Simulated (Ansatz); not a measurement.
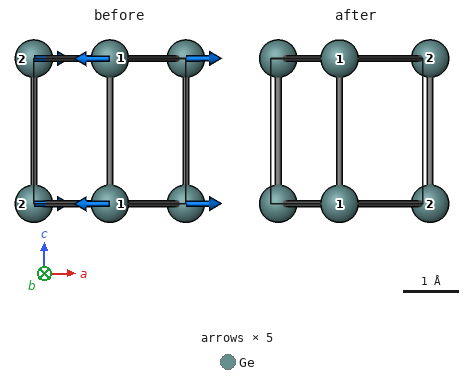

The structure of a crystal of Ge (set up in Cmmm) before (left) and after (right) a relaxation, at one scale. The blue arrows give the displacements, 5 times their true length.

Style: ball-and-stick. Shown: the cell of the calculation, reduced to other axes, along the b axis. Lengths and directions refer to the drawn axes.

Level of theory: Ansatz 0.2.0, DFT PBEsol, scalar-relativistic, plane waves, PAW. Settings: plane-wave cutoff 420 eV; k-point mesh 12 × 12 × 8; occupations gaussian; smearing width 0.15 eV; no spin polarisation.

Summarise the run.

Answer. The largest moves, 0.13 Å, are those of Ge1 and Ge2. Ge1 goes along −a. The cell stays as it was. Near-neighbour distances that change, for instance: Ge1–Ge2 2.874 → 3.011 Å, Ge1–Ge2 (another image) 2.874 → 2.756 Å. Among the angles between lasting bonds that change: Ge2–Ge1–Ge2 122.5° → 132.2°, Ge1–Ge1–Ge2 118.8° → 113.9°, Ge1–Ge1–Ge2 61.2° → 66.1°. The space group (tolerance 0.01 Å) goes from Cmmm (No. 65) to Pmma (No. 51).
